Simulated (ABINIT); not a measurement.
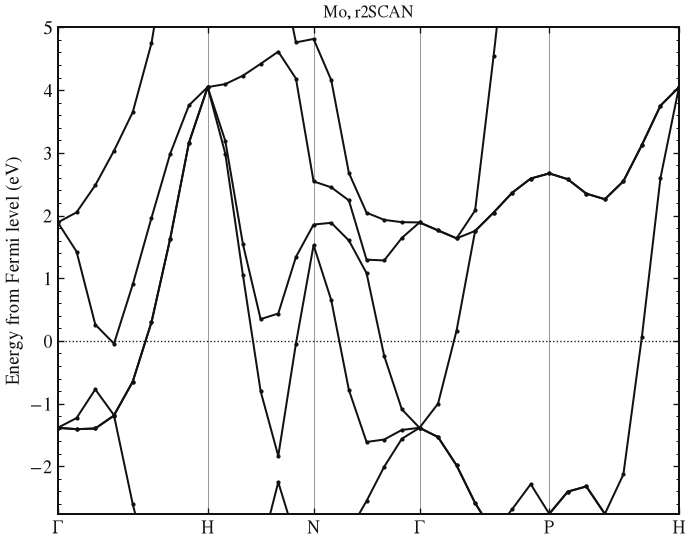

Band structure. Energies are counted from the Fermi level.

**Which Bravais lattice do the labels of the path belong to?**

A body-centred cubic lattice: the path Γ–H–N–Γ–P–H runs through the special points of its Brillouin zone.

The ABINIT input:

```
# Datasets: ground state, then fixed potential
ndtset 2

# Pseudopotentials
pp_dirpath "./"
pseudos "Mo.GGA_PBE-JTH.xml"

# Structure
acell 3*1.0
rprim
    -2.9929651906     2.9929651906     2.9929651906
     2.9929651906    -2.9929651906     2.9929651906
     2.9929651906     2.9929651906    -2.9929651906
ntypat 1
znucl 42
natom 1
typat 1
xred
     0.0000000000     0.0000000000     0.0000000000

# Plane-wave basis
ecut 18.0
pawecutdg 36.0

# Exchange and correlation
ixc -497498
usekden 1
pawxcdev 0

# Bands and occupations
occopt 3
tsmear 0.05 eV

# SCF cycle
nstep 100

# Output
iomode 3
prtwf 0
prteig 0
prtebands 0
enunit 1
prtden1 1
prtkden1 1

# Dataset 1
kptopt1 1
ngkpt1 12 12 12
nshiftk1 1
shiftk1 0.0 0.0 0.0
nband1 11
tolvrs1 1.0e-7

# Dataset 2: bands along G-H-N-G-P-H
iscf2 -2
getden2 1
getkden2 1
nband2 17
nbdbuf2 4
tolwfr2 1.0e-11
kptopt2 -5
ndivsm2 6
prteig2 1
prtvol2 -3
kptbounds2
     0.0000000000     0.0000000000     0.0000000000
     0.5000000000    -0.5000000000     0.5000000000
     0.0000000000     0.0000000000     0.5000000000
     0.0000000000     0.0000000000     0.0000000000
     0.2500000000     0.2500000000     0.2500000000
     0.5000000000    -0.5000000000     0.5000000000
```

System: bcc Mo, space group Im-3m, 1 atom in the primitive cell.

Level of theory: r2SCAN, JTH PAW PBE v2.0, no spin polarisation, no spin-orbit coupling, 12×12×12 k mesh, 490 eV cutoff, Fermi-Dirac smearing of 0.05 eV; code ABINIT.

**Is there a gap at the Fermi level?**

A metal: bands cross the Fermi level along this path.

The PAW data sets were made with another functional. The cell is at −3 GPa in this functional. Bands are joined in order of energy, so crossings between the computed points show as kinks or gaps.
